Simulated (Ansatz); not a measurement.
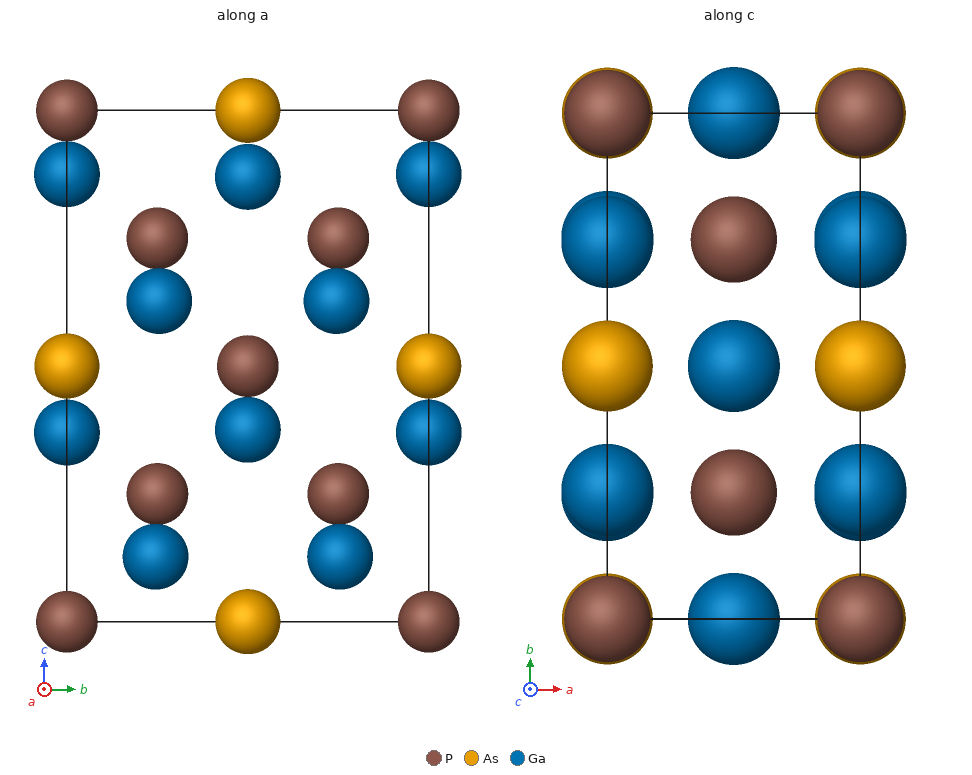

The image is a spheres-only drawing of a crystal, viewed along the a axis and along the c axis. Atoms at the boundary of the conventional unit cell (the box) are drawn once for each face, edge or corner they touch.

Ga$_{4}$AsP$_{3}$, space group Amm2 (No. 38), a = 3.94 Å, b = 7.87 Å, c = 11.12 Å, α = 90.00°, β = 90.00°, γ = 90.00°.

Setup: Ansatz, DFT, PBE, plane waves, PAW; E_cut = 420 eV, k-points about 0.28 Å⁻¹ apart, Fermi-Dirac smearing of 0.02 eV, no spin polarisation.

### Classify it as metallic or gapped, with the value.

A semiconductor at this level, with a gap of 1.11 eV, direct.

Provenance: a structure type filled with these elements by a generator (whether the compound takes this form wasn't checked). This is the structure after a relaxation with DFT, PBE, plane waves, PAW (Ansatz).
